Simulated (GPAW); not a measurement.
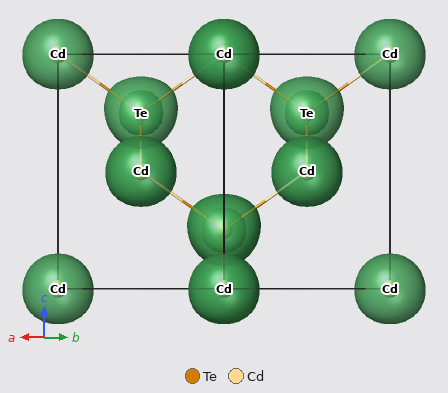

Figure 1: CdTe. Isosurface of the valence electron density at 0.6 e/Å³ (green), seen along [110]. Sticks mark near contacts.

Space group F-43m; computed pressure about 3 GPa in this cell.

Computed with Kohn-Sham DFT of a periodic cell, r2SCAN, GPAW PAW data sets (gpaw-data 1.2.1) in GPAW 26.7.0.

Core electrons are frozen (PAW), and the valence fields are smoothed inside the atomic spheres.

**Which contacts does the surface bridge?**

At this value the density breaks into separate islands; it holds about 60 % of the electrons treated as valence. It bridges none of the near contacts. It is pinched off along the shortest Cd–Te (2.78 Å) contacts. On the grid the lowest density along these lines, outside the cores, is 0.36 e/Å³ (Cd–Te, 2.78 Å).
